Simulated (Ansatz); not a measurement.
System: Hf₂S.

Input file:

```
crystal:
  lattice:
    - [3.3742737662, 0.0, 0.0]
    - [-1.6871368831, 2.9222068008, 0.0]
    - [0.0, 0.0, 11.71740703]
  atoms:
    - { symbol: Hf, position: [0.6666666667, 0.3333333333, 0.89981164] }
    - { symbol: Hf, position: [0.3333333333, 0.6666666667, 0.39981164] }
    - { symbol: Hf, position: [0.6666666667, 0.3333333333, 0.60018836] }
    - { symbol: Hf, position: [0.3333333333, 0.6666666667, 0.10018836] }
    - { symbol: S, position: [0.0, 0.0, 0.75] }
    - { symbol: S, position: [0.0, 0.0, 0.25] }
basis:
  ecutwfc: 420
kpoints:
  mp_grid: { grid: [18, 18, 4] }
hamiltonian:
  xc: pbesol
scf:
  occupations: { method: gaussian, width: 0.1 }
output:
  forces: true
  stress: true
  eigenvalues: true
  write_density: true
  write_potential: true
  elf: true
  volumetric_format: npy
```

Run with:

```sh
ansatz run input.yaml --threads 1 --pin off --max-ram 2560MiB --backend cpu --events-out ev --progress --plain --runs-dir out
```

Below, planes, directions and counts refer to the conventional cell (a = 3.37 Å, b = 3.37 Å, c = 11.72 Å, α = 90.00°, β = 90.00°, γ = 120.00°).

Space group P6₃/mmc; a structure from a database of computed crystals, not necessarily the ambient phase; computed pressure about −3 GPa in this cell.

Method: Ansatz 0.2.0, DFT PBEsol, scalar-relativistic, plane waves, PAW.

> What can the converged valence pseudo-density and electron localisation function tell about the bonding?

Hf–S (2.62 Å): ρ at the midpoint is about 0.36 e/Å³; the ELF peaks at about 0.85 in the valence shell of S, 0.8 Å from its nucleus, and is about 0.30 at the midpoint (no localised pair shows between them).
Hf–Hf (3.05 Å): the density is about 0.21 e/Å³ at the midpoint; the ELF is about 0.25 at the midpoint; no localised pair shows between them.
The ELF has a maximum of about 0.85 in the space between the atoms, 2.0 Å from four Hf atoms, on no atom or two-centre bond.

> Metal or insulator at this level of theory?

It is gapless in this calculation (a metal or semimetal).

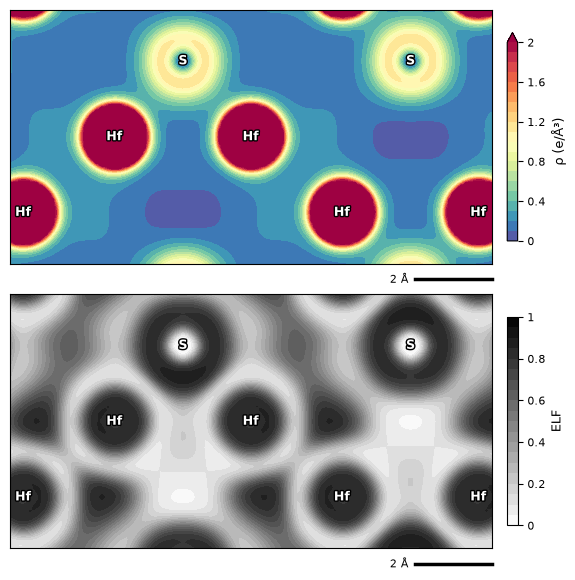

Computed valence pseudo-density and electron localisation function on the (110) plane of the conventional cell, in this order. 

Core electrons are frozen (PAW), and the valence fields are smoothed inside the atomic spheres.
